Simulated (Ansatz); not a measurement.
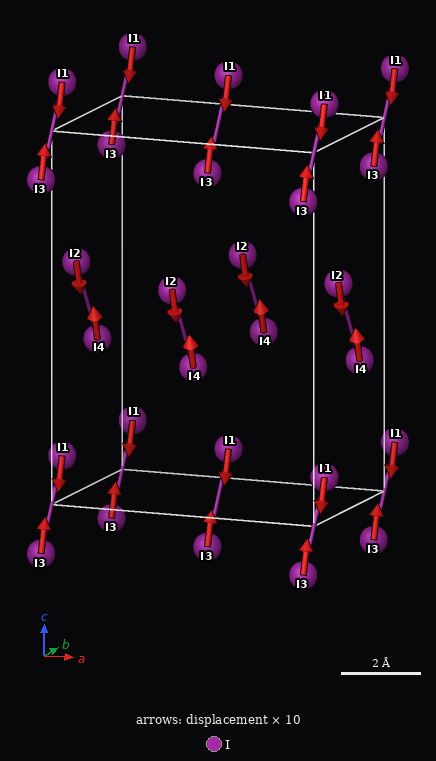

A symmetric starting cell of I. The red arrows show how the atoms are displaced (without the part that the change of the cell carries along), magnified 10 times. Besides, the cell is strained by +3.2 % along a, −1.5 % along c, −4.1 % along b (volume −2.5 %). The picture is a ball-and-stick view of the conventional cell (2 times the calculation's cell), seen slightly off an axis. Lengths and directions refer to the drawn axes.

Method: DFT LDA, scalar-relativistic, plane waves, PAW in Ansatz 0.2.0. Settings: plane-wave cutoff 420 eV; k-point mesh 8 × 8 × 4; occupations gaussian; smearing width 0.02 eV; no spin polarisation.

Describe the displacements and the computed response.

Atoms are displaced by 0.10 Å relative to the cell: I1 0.10 Å along [0 −1 −2]. No relaxation follows. The starting cell wasn't computed here and needn't be at equilibrium, so pressure and forces aren't due to the change alone. Among the bonded contacts that change: I–I 2.703 → 2.453 Å. The space group stays Cmce (No. 64). The pressure is 5.2 GPa (not all of it need come from the change, since the unchanged cell can be under pressure at this level too). The principal stresses (compression positive) are 12.4 GPa along c, 4.4 GPa along b, −1.1 GPa along a. The largest forces, 4.2 eV/Å, act on I1, I2, I3 and I4; on I1 it points along [0 1 1]. The forces point straight back along the displacements (cosine −0.97).
